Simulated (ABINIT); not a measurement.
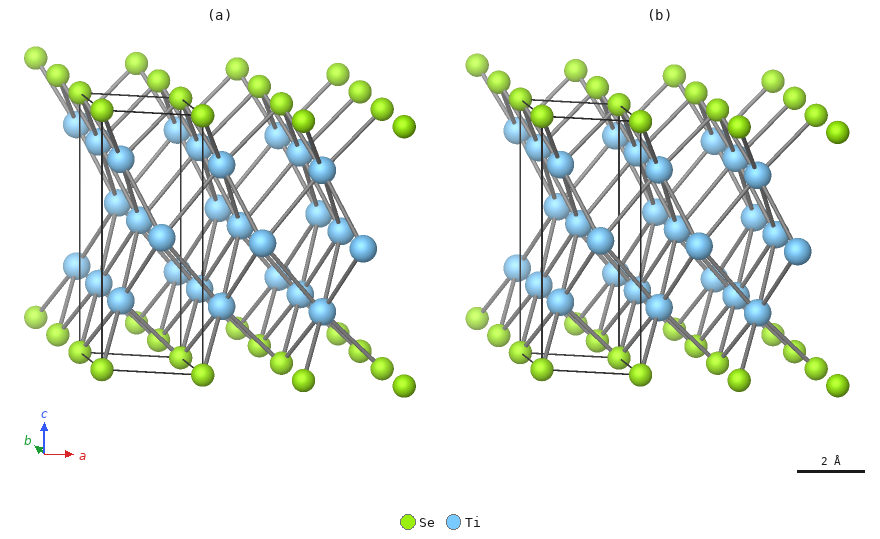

The structure of crystalline Ti3Se (set up in P-6m2) before (left) and after (right) a relaxation, at one scale.

A ball-and-stick model of the cell of the calculation, repeated 3 × 3 × 1 with one cell outlined, seen slightly off an axis.

The run lets cell and atoms move.

Computed with Kohn-Sham DFT of a periodic cell, LDA, JTH PAW LDA v2.0 in ABINIT 10.8.3.

Input
```
# Pseudopotentials
pp_dirpath "./"
pseudos "Se.LDA_PW-JTH.xml, Ti.LDA_PW-JTH.xml"

# Structure
acell 3*1.0
rprim
     6.0422964801     0.0000000000     0.0000000000
    -3.0211482401     5.2327822490     0.0000000000
     0.0000000000     0.0000000000    15.0096127277
ntypat 2
znucl 34 22
natom 4
typat 1 2 2 2
xred
     0.0000000000     0.0000000000     0.0000000000
     0.6666666667     0.3333333333     0.5000000000
     0.3333333333     0.6666666667     0.7729020000
     0.3333333333     0.6666666667     0.2270980000
chkprim 0
chksymtnons 0
tolsym 1.0e-6

# Plane-wave basis
ecut 15.0
pawecutdg 30.0
pawovlp -1

# k points
kptopt 1
ngkpt 10 10 4
nshiftk 1
shiftk 0.0 0.0 0.0

# Exchange and correlation
ixc 7

# Bands and occupations
nband 26
occopt 3
tsmear 0.00183747

# SCF cycle
nstep 100
tolvrs 1.0e-9

# Output
iomode 3
prtwf 0
prtden 0
prteig 0
prtebands 0

# Relaxation
ionmov 2
ntime 60
tolmxf 0.0005
optcell 2
dilatmx 1.08
ecutsm 0.5
```

Launched with:
```bash
abinit run.abi > log 2>&1
```

Question: Summarise the run.

Answer: The largest moves relative to the cell, 0.011 Å, are those of Ti atoms. Se stays in place. The drawn cell changes as follows: a = b 3.197 → 3.129 Å (−2.1 %), c 7.943 → 7.757 Å (−2.3 %); the volume changes by −6.5 %. Near-neighbour distances that change, for instance: Ti–Ti 2.847 → 2.775 Å, Ti–Ti 3.197 → 3.129 Å, Se–Ti 2.581 → 2.531 Å. The space group stays P-6m2 (No. 187). Over 6 geometry steps the energy falls by 28.7 meV per atom. Largest force component: 0.094 eV/Å at the start, 0.0017 eV/Å at the end. Pressure: −7.62 GPa at the start and −0.09 GPa at the end. Cost: 7.5 min on 1 thread of Arm Neoverse V2, on a shared host, peak memory 0.15 GiB.
